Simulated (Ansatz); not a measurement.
Ge

```xyz
1
Lattice="2.8788 0.0000 0.0000 -1.4394 2.4931 0.0000 0.0000 0.0000 2.6933" Properties=species:S:1:pos:R:3 pbc="T T T"
Ge    0.0000    0.0000    1.3467
```

Space group P6/mmm; a structure generated by program, which may or may not match a known phase.

Theory: DFT PBE, scalar-relativistic, plane waves, PAW in Ansatz.

In a PAW calculation such maps are meaningful between the atoms, not at the nuclei.

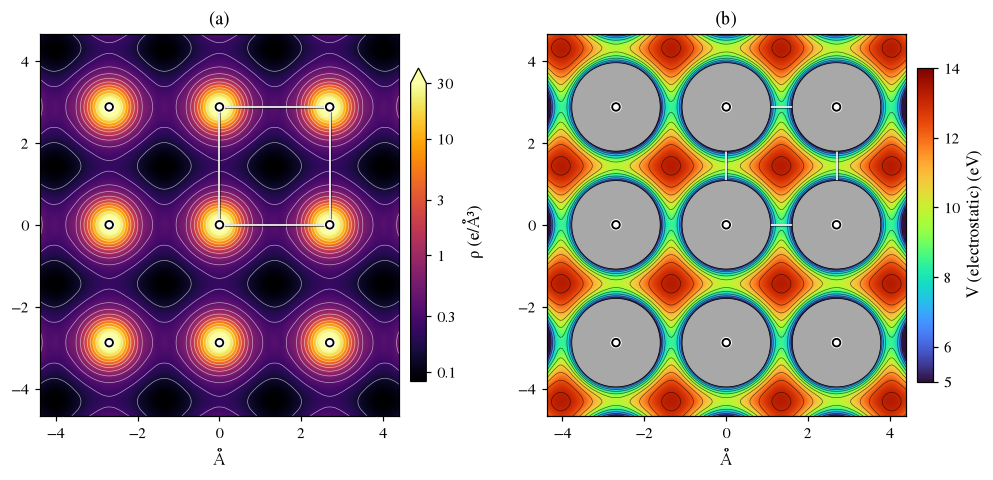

Figure 1. (a) valence electron density; (b) electrostatic potential (local pseudopotential plus Hartree) felt by an electron on the (11̄0) plane of the conventional cell. Circles mark the nuclei in the plane (Ge). Grey discs cover the atomic cores in the potential map.

**Describe what can be read from this map.**

The plane passes through Ge nuclei. Ge–Ge (2.69 Å): the density is about 0.36 e/Å³ at the midpoint. Ge–Ge (2.88 Å): ρ at the midpoint is about 0.23 e/Å³. Between the atoms the lowest density in this plane is 0.08 e/Å³. Outside the cores the potential energy rises away from the atoms and is highest about 1.9 Å from the nearest atoms; its zero is arbitrary.

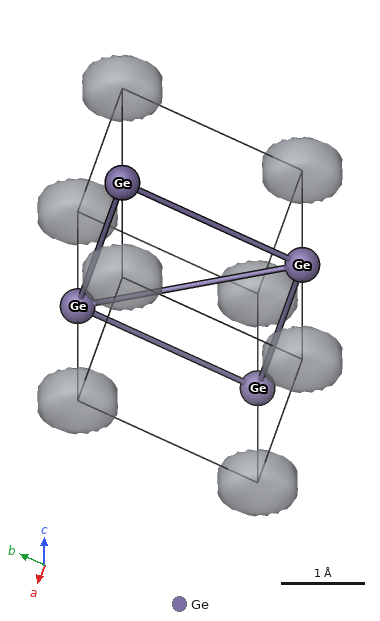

Figure 2. Isosurface of the electron localisation function at 0.55 (grey), seen at an oblique angle. Core shells and regions of very low density are left out. Sticks mark near contacts.

**What do the ELF domains correspond to?**

At this value the surface marks out one region between bonded Ge–Ge atoms, counted in one cell of 1 atoms. Any copies at cell faces, edges or corners count once. Profiles from the grid: Ge–Ge (2.69 Å): the ELF peaks at about 0.65 between the atoms. Ge–Ge (2.88 Å): the ELF is about 0.45 at the midpoint.

**Metal or insulator at this level of theory?**

It is gapless in this calculation (a metal or semimetal).
